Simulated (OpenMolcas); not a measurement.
**Run report: C4H6, single-point calculation (part 1 of 2)**

C4H6, computed with CASPT2/ANO-S-VDZP (OpenMolcas 26.06).

The geometry comes from this level: PBE0-D4/def2-TZVP.

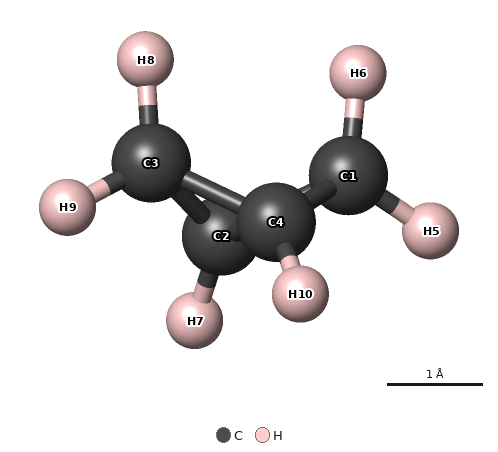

Figure 1. The input geometry (ball-and-stick view, seen at a tilt; atoms are numbered from 1 in the order of the input). Bond lengths as drawn: C–C 1.48 to 1.49 Å and C–H 1.08 to 1.09 Å.

Input:
```
&GATEWAY
 Coord=mol.xyz
 Basis=ANO-S-VDZP
 Group=NoSym
 RICD

&SEWARD

&RASSCF
 FileOrb=$CurrDir/step2.RasOrb
 Spin=1
 Nactel=4 0 0
 Inactive=13
 Ras2=4
 OrbListing=Nothing
 OrbAppear=Compact

&CASPT2
 Imaginary=0.2
```

File mol.xyz:
```
10

C     -0.500360     0.926240    -0.506260
C     -0.480080    -0.553570    -0.339790
C      0.234320    -0.614330     0.965540
C      0.762290     0.222750    -0.147350
H     -0.581140     1.306650    -1.520300
H     -0.999060     1.537560     0.247130
H     -0.700790    -1.335320    -1.047900
H     -0.206710    -0.123920     1.834450
H      0.771970    -1.530770     1.190450
H      1.699560     0.164700    -0.675970
```

Launched with:
```bash
export MOLCAS_MEM=1860
pymolcas step3.input > step3.log
```

The program's output:
```
--- Start Module: gateway ---

                                              &GATEWAY

                       available to each process: 1.9 GB of memory, 1 thread

++    Symmetry information:
      ---------------------

                    Character Table for C1

                             E
                    a        1  x, y, xy, Rz, z, xz, Ry, yz, Rx, I
--

++    Basis set information:
      ----------------------

      Basis set label: C.ANO-S...3S2P1D.

      Electronic valence basis set:
      ------------------
      Associated Effective Charge   6.000000 au
      Associated Actual Charge      6.000000 au
      Nuclear Model: Point charge

      Shell  nPrim  nBasis  Cartesian Spherical Contaminant
         s      10       3        X
         p       6       2        X
         d       3       1                 X

      Basis set label: H.ANO-S...2S1P.

      Electronic valence basis set:
      ------------------
      Associated Effective Charge   1.000000 au
      Associated Actual Charge      1.000000 au
      Nuclear Model: Point charge

      Shell  nPrim  nBasis  Cartesian Spherical Contaminant
         s       7       2        X
         p       3       1        X
--

++    Molecular structure info:
      -------------------------

                    ************************************************
                    **** Cartesian Coordinates / bohr, angstrom ****
                    ************************************************

     Center  Label                x              y              z                     x              y              z
        1      C1              -0.945543       1.750340      -0.956693             -0.500360       0.926240      -0.506260
        2      C2              -0.907220      -1.046096      -0.642110             -0.480080      -0.553570      -0.339790
        3      C3               0.442801      -1.160915       1.824606              0.234320      -0.614330       0.965540
        4      C4               1.440519       0.420936      -0.278451              0.762290       0.222750      -0.147350
        5      H5              -1.098195       2.469211      -2.872951             -0.581140       1.306650      -1.520300
        6      H6              -1.887950       2.905567       0.467008             -0.999060       1.537560       0.247130
        7      H7              -1.324301      -2.523389      -1.980244             -0.700790      -1.335320      -1.047900
        8      H8              -0.390625      -0.234175       3.466608             -0.206710      -0.123920       1.834450
        9      H9               1.458812      -2.892736       2.249624              0.771970      -1.530770       1.190450
       10      H10              3.211703       0.311238      -1.277398              1.699560       0.164700      -0.675970

                    ***************************************
                    *    InterNuclear Distances / bohr    *
                    ***************************************

               1 C1            2 C2            3 C3            4 C4            5 H5            6 H6
    1 C1       0.000000
    2 C2       2.814335        0.000000
    3 C3       4.258935        2.814325        0.000000
    4 C4       2.814360        2.792187        2.814347        0.000000
    5 H5       2.052345        4.167793        6.133476        4.167964        0.000000
    6 H6       2.061457        4.219907        4.879729        4.219930        3.459688        0.000000
    7 H7       4.410881        2.036407        4.410881        4.382851        5.076820        5.981664
    8 H8       4.879736        4.219911        2.061460        4.219921        6.928128        4.593208
    9 H9       6.133478        4.167771        2.052345        4.167964        7.844076        6.928121
   10 H10      4.410959        4.383089        4.410951        2.036423        5.077190        5.981635

               7 H7            8 H8            9 H9           10 H10
    7 H7       0.000000
    8 H8       5.981676        0.000000
    9 H9       5.076802        3.459684        0.000000
   10 H10      5.394853        5.981625        5.077200        0.000000

                    *******************************************
                    *    InterNuclear Distances / angstrom    *
                    *******************************************

               1 C1            2 C2            3 C3            4 C4            5 H5            6 H6
    1 C1       0.000000
    2 C2       1.489282        0.000000
    3 C3       2.253732        1.489277        0.000000
    4 C4       1.489295        1.477562        1.489288        0.000000
    5 H5       1.086054        2.205501        3.245696        2.205592        0.000000
    6 H6       1.090876        2.233079        2.582241        2.233091        1.830788        0.000000
    7 H7       2.334138        1.077620        2.334138        2.319305        2.686537        3.165361
    8 H8       2.582245        2.233081        1.090878        2.233086        3.666207        2.430621
    9 H9       3.245697        2.205489        1.086054        2.205592        4.150906        3.666204
   10 H10      2.334179        2.319431        2.334175        1.077629        2.686733        3.165345

               7 H7            8 H8            9 H9           10 H10
    7 H7       0.000000
    8 H8       3.165367        0.000000
    9 H9       2.686528        1.830786        0.000000
   10 H10      2.854833        3.165340        2.686739        0.000000

                    **************************************
                    *    Valence Bond Angles / degree    *
                    **************************************
                          Atom centers                 Phi
                      2 C2       1 C1       4 C4        59.48
                      2 C2       1 C1       5 H5       116.96
                      2 C2       1 C1       6 H6       119.07
                      4 C4       1 C1       5 H5       116.97
                      4 C4       1 C1       6 H6       119.07
                      5 H5       1 C1       6 H6       114.49
                      1 C1       2 C2       3 C3        98.34
                      1 C1       2 C2       4 C4        60.26
                      1 C1       2 C2       7 H7       130.13
                      3 C3       2 C2       4 C4        60.26
                      3 C3       2 C2       7 H7       130.14
                      4 C4       2 C2       7 H7       129.71
                      2 C2       3 C3       4 C4        59.48
                      2 C2       3 C3       8 H8       119.07
                      2 C2       3 C3       9 H9       116.96
                      4 C4       3 C3       8 H8       119.07
                      4 C4       3 C3       9 H9       116.97
                      8 H8       3 C3       9 H9       114.49
                      1 C1       4 C4       2 C2        60.26
                      1 C1       4 C4       3 C3        98.34
                      1 C1       4 C4      10 H10      130.14
                      2 C2       4 C4       3 C3        60.26
                      2 C2       4 C4      10 H10      129.73
                      3 C3       4 C4      10 H10      130.14

           ***************************************************************
           *              Valence Dihedral Angles / degree               *
           ***************************************************************
                    Atom centers                       Phi1     Phi2     Theta
           4 C4       1 C1       2 C2       7 H7         59.48   130.13  -118.74
           5 H5       1 C1       2 C2       7 H7        116.96   130.13   -11.84
           6 H6       1 C1       2 C2       7 H7        119.07   130.13   132.74
           2 C2       1 C1       4 C4       3 C3         59.48    98.34   -48.61
           2 C2       1 C1       4 C4      10 H10        59.48   130.14   118.76
           5 H5       1 C1       4 C4      10 H10       116.97   130.14    11.86
           6 H6       1 C1       4 C4      10 H10       119.07   130.14  -132.73
           3 C3       2 C2       1 C1       4 C4         98.34    59.48    48.61
           3 C3       2 C2       1 C1       5 H5         98.34   116.96   155.52
           3 C3       2 C2       1 C1       6 H6         98.34   119.07   -59.91
           4 C4       2 C2       1 C1       5 H5         60.26   116.96   106.90
           4 C4       2 C2       1 C1       6 H6         60.26   119.07  -108.52
           1 C1       2 C2       3 C3       4 C4         98.34    59.48   -48.61
           1 C1       2 C2       3 C3       8 H8         98.34   119.07    59.90
           1 C1       2 C2       3 C3       9 H9         98.34   116.96  -155.52
           4 C4       2 C2       3 C3       8 H8         60.26   119.07   108.52
           4 C4       2 C2       3 C3       9 H9         60.26   116.96  -106.91
           7 H7       2 C2       3 C3       8 H8        130.14   119.07  -132.74
           7 H7       2 C2       3 C3       9 H9        130.14   116.96    11.83
           1 C1       2 C2       4 C4       3 C3         60.26    60.26   121.25
           1 C1       2 C2       4 C4      10 H10        60.26   129.73  -119.37
           3 C3       2 C2       4 C4      10 H10        60.26   129.73   119.38
           7 H7       2 C2       4 C4      10 H10       129.71   129.73    -0.00
           4 C4       3 C3       2 C2       7 H7         59.48   130.14   118.74
           2 C2       3 C3       4 C4      10 H10        59.48   130.14  -118.76
           8 H8       3 C3       4 C4      10 H10       119.07   130.14   132.73
           9 H9       3 C3       4 C4      10 H10       116.97   130.14   -11.86
           2 C2       4 C4       1 C1       5 H5         60.26   116.97  -106.89
           2 C2       4 C4       1 C1       6 H6         60.26   119.07   108.52
           3 C3       4 C4       1 C1       5 H5         98.34   116.97  -155.50
           3 C3       4 C4       1 C1       6 H6         98.34   119.07    59.91
           1 C1       4 C4       2 C2       3 C3         60.26    60.26  -121.25
           1 C1       4 C4       2 C2       7 H7         60.26   129.71   119.37
           3 C3       4 C4       2 C2       7 H7         60.26   129.71  -119.38
           1 C1       4 C4       3 C3       2 C2         98.34    59.48    48.61
           1 C1       4 C4       3 C3       8 H8         98.34   119.07   -59.91
           1 C1       4 C4       3 C3       9 H9         98.34   116.97   155.50
           2 C2       4 C4       3 C3       8 H8         60.26   119.07  -108.52
           2 C2       4 C4       3 C3       9 H9         60.26   116.97   106.89
--

            Nuclear Potential Energy            116.96731738 au

--- Stop Module: gateway /rc=_RC_ALL_IS_WELL_ ---

--- Start Module: seward ---

                                              &SEWARD

                       available to each process: 1.9 GB of memory, 1 thread

               SEWARD will generate:
                  Multipole Moment integrals up to order  2
                  Kinetic Energy integrals
                  Nuclear Attraction integrals (point charge)
                  One-Electron Hamiltonian integrals
                  Velocity integrals
                  Orbital angular momentum around (  0.0062  -0.0073  -0.0107 )
                  Velocity quadrupole around (  0.0062  -0.0073  -0.0107 )
                  RI decomposed two-electron repulsion integrals stored Cholesky style
                   - acCD auxiliary basis
                   - CD Threshold:   1.00E-04

                   Integrals are discarded if absolute value <: 1.00E-14
                   Integral cutoff threshold is set to       <: 1.00E-16

            Nuclear Potential Energy            116.96731738 au

      Basis set specifications :
      Symmetry species         a
      Basis functions           86

--- Stop Module: seward /rc=_RC_ALL_IS_WELL_ ---

--- Start Module: rasscf ---

                                              &RASSCF

                       available to each process: 1.9 GB of memory, 1 thread

      Header of the ONEINT file:
      --------------------------

      OrdInt status: non-squared

      Cartesian coordinates in angstrom:
      -----------------------------------------------------
      No.  Label        X            Y            Z
      -----------------------------------------------------
       1   C1        -0.50036000   0.92624000  -0.50626000
       2   C2        -0.48008000  -0.55357000  -0.33979000
       3   C3         0.23432000  -0.61433000   0.96554000
       4   C4         0.76229000   0.22275000  -0.14735000
       5   H5        -0.58114000   1.30665000  -1.52030000
       6   H6        -0.99906000   1.53756000   0.24713000
       7   H7        -0.70079000  -1.33532000  -1.04790000
       8   H8        -0.20671000  -0.12392000   1.83445000
       9   H9         0.77197000  -1.53077000   1.19045000
      10   H10        1.69956000   0.16470000  -0.67597000
      -----------------------------------------------------
      Nuclear repulsion energy =  116.96731738

++    Wave function specifications:
      -----------------------------

      Number of closed shell electrons          26
      Number of electrons in active shells       4
      Max number of holes in RAS1 space          0
      Max nr of electrons in RAS3 space          0
      Number of inactive orbitals               13
      Number of active orbitals                  4
      Number of secondary orbitals              69
      Spin quantum number                      0.0
      State symmetry                             1
--

++    Orbital specifications:
      -----------------------
```
